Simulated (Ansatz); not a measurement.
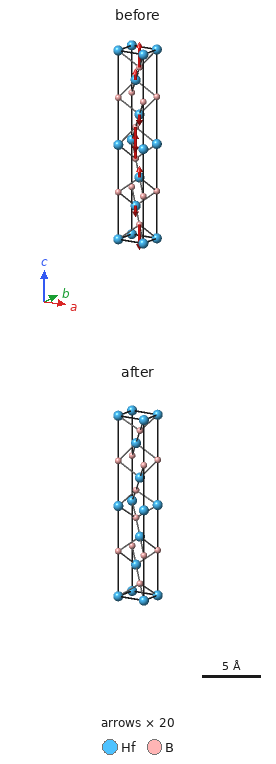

The structure of solid HfB (a generated structure, set up in P6_3/mmc) before (top) and after (bottom) a relaxation, at one scale. The red arrows give the displacements (the part carried along by the change of the cell is left out), magnified 20 times.

Style: ball-and-stick. Shown: the cell of the calculation, slightly off an axis.

Case: stacking ABCACB.

Computed with DFT PBE, scalar-relativistic, plane waves, PAW in Ansatz. (plane-wave cutoff 420 eV; k-point mesh 12 × 12 × 2; occupations gaussian; smearing width 0.1 eV; no spin polarisation; cell and atoms relaxed; force threshold 0.01 eV/Å; at most 45 steps)

Question: Describe what moved and what it gained.

Answer: The energy falls by 0.292 eV per cell of the calculation in 5 accepted moves (6 points after the start). The largest force component goes from 0.4 to 0.0011 eV/Å. Pressure: −0.20 GPa at the start and 0.01 GPa at the end. At 1 point the geometry stayed and the basis and grid were re-selected for the new cell (energy shift of 1.5 meV per cell of the calculation at most each time). The largest moves relative to the cell, 0.11 Å, are those of B atoms. By element the largest moves are B 0.11 Å, Hf 0.05 Å. The drawn cell changes as follows: a = b 3.422 → 3.501 Å (+2.3 %), c 16.703 → 15.975 Å (−4.4 %); the volume changes by +0.1 %. Some distances before and after: Hf–Hf 3.414 → 3.302 Å, Hf–Hf 3.422 → 3.501 Å, B–Hf 2.417 → 2.360 Å, B–Hf 2.417 → 2.455 Å. Bond angles that change, for instance: B–Hf–B 70.3° → 62.1°, Hf–B–Hf 90.1° → 95.8°, B–Hf–B 90.1° → 95.8°. The space group stays P6_3/mmc (No. 194). The run took 6.6 min on 1 thread of Arm Neoverse V1, on a shared host, peak memory 0.76 GiB.
